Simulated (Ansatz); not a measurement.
# Si: 5 runs along one coordinate

System: Si (I4/mmm, 1 atom in the cell).
Method: DFT PBE+D3(BJ), scalar-relativistic, plane waves, PAW, no spin polarisation (Ansatz 0.2.0).

The 5 runs differ only in the geometry, by a strain of the cell at fixed fractional positions. Against run 3, the strain is εzz = η. The structure derives from a Materials Project entry.

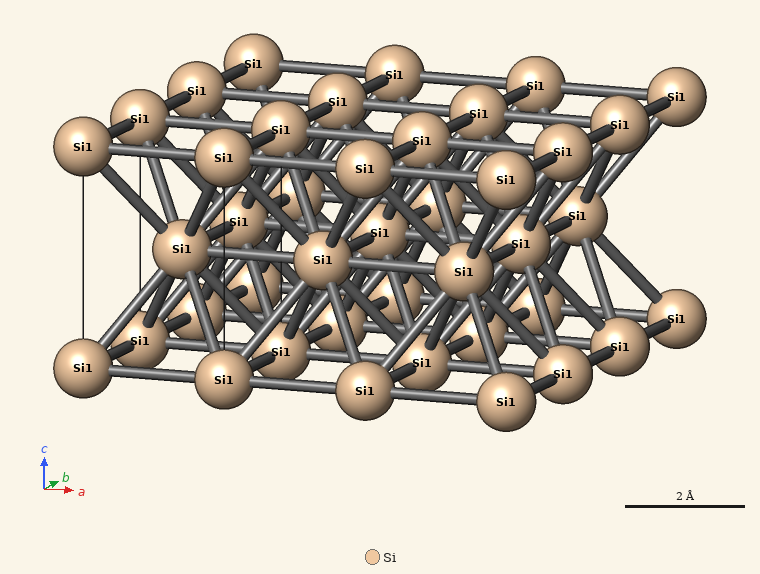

Figure 1. The structure of run 3 (ball-and-stick view of the cell 2 times as large as that of the calculation, set on its symmetry axes, repeated 3 × 3 × 1, seen slightly off an axis; atoms are numbered from 1 in the order of the input).

### Input of run 3
```yaml
crystal:
  lattice:
    - [0.0, 1.8152890139, 1.9108305409]
    - [1.8152890139, 0.0, 1.9108305409]
    - [1.8152890139, 1.8152890139, 0.0]
  atoms:
    - { symbol: Si, position: [0.0, 0.0, 0.0] }
basis:
  ecutwfc: 420
kpoints:
  mp_grid: { grid: [22, 22, 22] }
hamiltonian:
  xc: pbe
  dispersion: d3bj
scf:
  occupations: { method: gaussian, width: 0.15 }
output:
  forces: true
  stress: true
  eigenvalues: true
```

Lattice vectors (Å) and fractional positions of run 3:
```
   0.000000    1.815289    1.910831
   1.815289    0.000000    1.910831
   1.815289    1.815289    0.000000
Si  0.000000  0.000000  0.000000
```

Run 2 differs from it as follows:
```diff
-    - [0.0, 1.8152890139, 1.9108305409]
-    - [1.8152890139, 0.0, 1.9108305409]
+    - [0.0, 1.8152890139, 1.8630597774]
+    - [1.8152890139, 0.0, 1.8630597774]
```

### Results, with one run withheld

| run | strain parameter η (%) | free energy per atom, from the lowest run given (meV) | pressure (GPa) |
| --- | --- | --- | --- |
| 1 | −5.0000 | 74.65 | 16.44 |
| 2 | −2.5000 | ? | ? |
| 3 | 0.0000 | 26.85 | 9.19 |
| 4 | 2.5000 | 11.03 | 6.38 |
| 5 | 5.0000 | 0.00 | 3.86 |

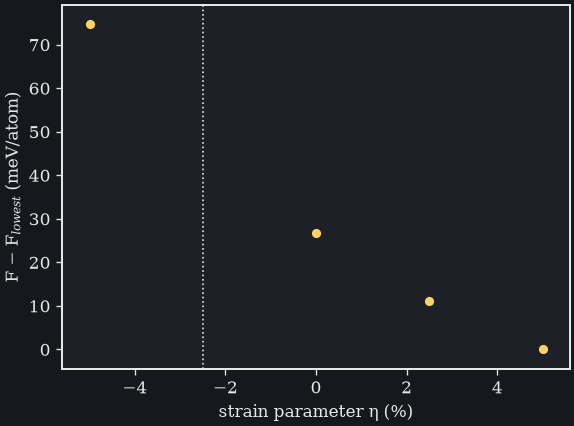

Figure 2. Free energy per atom of the runs given; the dotted line marks run 2.

Fit the runs given and predict run 2.

A quadratic polynomial in the coordinate, fitted to the 4 runs given, misses them by at most 0.13 meV per atom. With x = η − 0.6250, it reads F = 22.448 − 6.9388 x + 0.41575 x² (meV per atom). At run 2 it gives 48.19 meV per atom, and the run itself gives 46.44. The fit has no minimum inside this range. So low a polynomial doesn't follow these energies more closely.

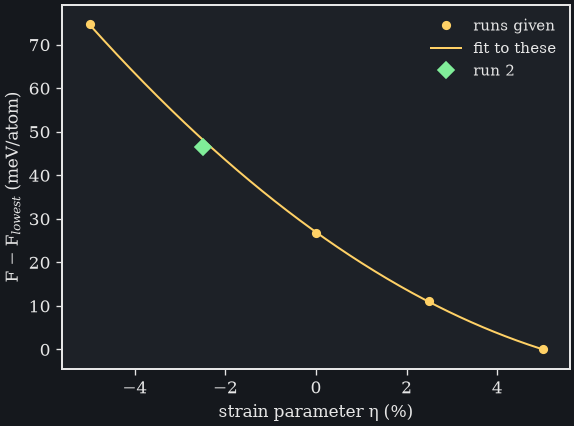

Figure 3. The fit and the withheld run.

### Output, shortened to warnings, some set-up lines, iterations and results (run 2)
```
Basis set: ecut = 420 eV, 259 PW (Γ), exchange–correlation on 36×36×36 points (8 copies of the dense FFT grid, shifted against one another)
Symmetry: 16 space group operations
k-points: 834 of 10648
Initial density: superposition of atomic densities (neutral atoms: chi_scale 0, normalization atom), corrected by the library's trained network
[...]
SCF iter   1: F=—  HF=-635.673963 eV  |F-HF|=—  |Δ(HF+E_count)|=         —  Δρ=3.98e-3  dr2=1.36e-3  ethr=1.77e-3  ⟨swp⟩=4.9  Hψ=46518  notcnv=0
SCF iter   2: F=—  HF=-635.673828 eV  |F-HF|=—  |Δ(HF+E_count)|=   1.36e-4  Δρ=1.88e-3  dr2=2.92e-4  ethr=3.40e-5  ⟨swp⟩=1.1  Hψ=11744  notcnv=0
SCF iter   3: F=—  HF=-635.673815 eV  |F-HF|=—  |Δ(HF+E_count)|=   1.22e-5  Δρ=7.80e-5  dr2=5.13e-7  ethr=7.29e-6  ⟨swp⟩=2.0  Hψ=6428  notcnv=0
SCF iter   4: F=—  HF=-635.673807 eV  |F-HF|=—  |Δ(HF+E_count)|=   8.61e-6  Δρ=2.00e-5  dr2=4.40e-8  ethr=1.28e-8  ⟨swp⟩=2.1  Hψ=6485  notcnv=0
SCF iter   5: F=-635.673807 eV  HF=-635.673807 eV  |F-HF|=5.37e-10  |Δ(HF+E_count)|=   1.60e-8  Δρ=4.16e-6  dr2=1.72e-9  ethr=1.10e-9  ⟨swp⟩=1.9  Hψ=6115  notcnv=0
SCF iter   6: F=-635.673807 eV  HF=-635.673807 eV  |F-HF|=7.96e-13  |Δ(HF+E_count)|=  4.38e-10  Δρ=1.40e-7  dr2=2.08e-12  ethr=4.30e-11  ⟨swp⟩=1.7  Hψ=15998  notcnv=0
SCF 1 converged in 6 iterations: F = -635.673807 eV  dr2 = 2.08e-12
SCF converged after 6 iterations
Free energy (F): -635.673807 eV
Harris-Foulkes:  -635.673807 eV  (|F-HF|=7.96e-13)
Internal energy: -635.669886 eV  (E = F + TS)
E sigma→0 (E₀):  -635.671846 eV
Entropy (-TS):   -0.003921 eV (-3.921 meV/atom)
Fermi energy:    13.183204 eV
--- Per-component energies (eV) ---
  E_band       = 27.255487
  E_kinetic    = 44.848198
  E_local      = 8.320463  (includes V_loc(G=0)·N_el)
  E_nonlocal   = 25.543950
  E_hartree    = 0.238230
  E_xc         = -57.510818
  E_vxc        = -49.825224  (∫ρ·V_xc dr)
  E_paw        = -512.381293  (= ΣΔE_a)
  E_vpaw       = -2.108369  (= ΣTr[D̂ρ^β])
  E_aug_tail   = 0.000006  (compensation charges beyond the density's cutoff)
  E_ewald      = -144.220404
  E_disp       = -0.508220  (pairwise vdW)
  E_smearing   = -0.003921  (= −TS)
  E_closure    = 0.000000  (closes the sum)
  Σ components = -635.673807   (vs F -635.673807, Δ=0.00e0)
--- Forces (eV/Å), atoms counted from 1 ---
  atom   1  Si    -0.00000000     0.00000000    -0.00000000
  max |Σ_I F_I| component: 2.47e-32 eV/Å
--- Stress (GPa, compression-positive) ---
       12.596827      -0.000000       0.000000
       -0.000000      12.596827       0.000000
        0.000000       0.000000      12.342342
  P = ⅓ Tr σ = 12.5120 GPa (125.120 kbar)
```
